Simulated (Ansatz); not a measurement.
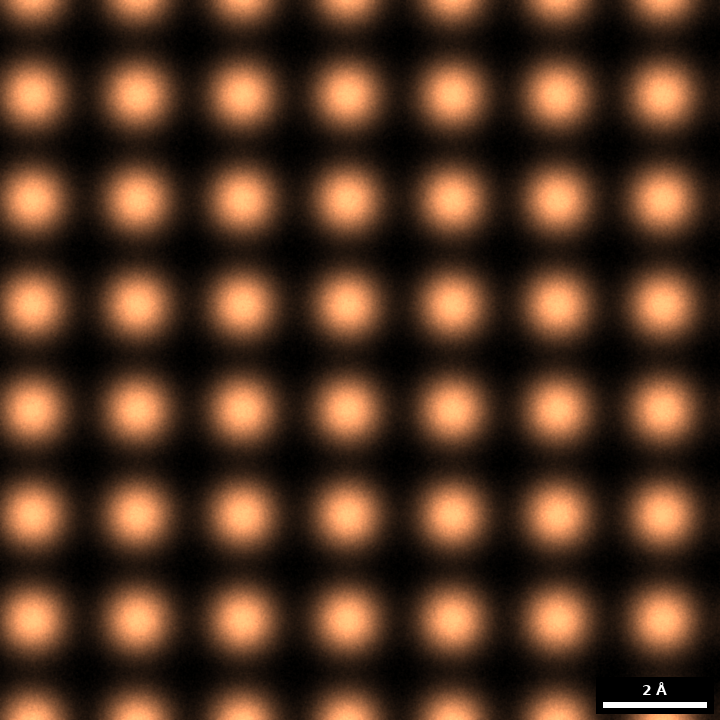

HAADF-like image of a crystal. The image is simulated as a sum over atoms of Z^1.6, blurred by a 1.00 Å probe (no channelling). The probe carries 25 % of its weight in a tail 2.5 times as wide. Shot noise was added.

What two-dimensional lattice does the image show, and how large is its cell?

Answer. The pattern repeats on a square net with a repeat of 2.0 Å.

What is the plane group of the image?

Answer. p4mm: fourfold points with mirror lines through them along the axes and the diagonals.

How many columns does the smallest repeating cell hold, and how many levels of brightness?

Answer. 1 column in the primitive cell of 4.2 Å², all of one brightness.

The crystal is W (Fm-3m, No. 225) seen along [001]. Model: the geometry relaxed with DFT, BLYP, plane waves (420 eV) with PAW, scalar-relativistic (Ansatz); the starting structure was generated, so it need not be a known form of this composition.
